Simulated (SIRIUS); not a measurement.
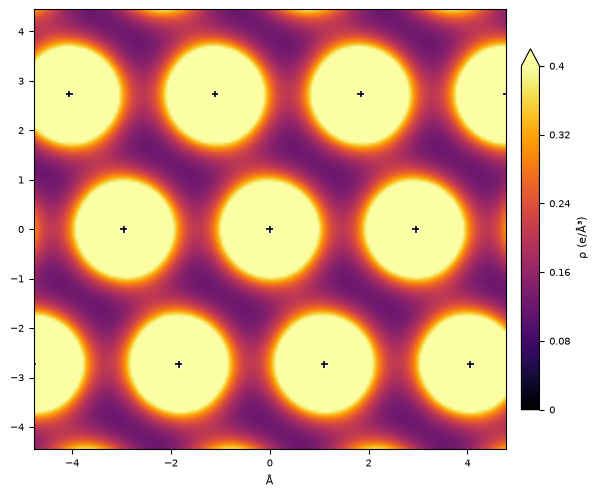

The total electron density on a plane through atoms (crosses mark nuclei in the plane).

All numbers below come from SIRIUS, Kohn-Sham DFT of a periodic cell, PBE, all-electron FP-LAPW.

Candidates:
A. Ge, a = 2.93 Å, b = 2.95 Å, c = 2.95 Å, α = 112.04°, β = 101.10°, γ = 115.18°. Space group P-1; a generated structure, not necessarily the stable one.
B. BN, a = 2.50 Å, b = 2.50 Å, c = 10.12 Å, α = 90.00°, β = 90.00°, γ = 120.00°. Space group R3m; a structure from a database of computed crystals, not necessarily the ambient phase.

> Which candidate gave the map?

Candidate A: Ge on the (100) plane of the conventional cell, which holds Ge. Ge–Ge (2.95 Å): ρ is about 0.2 e/Å³ halfway.
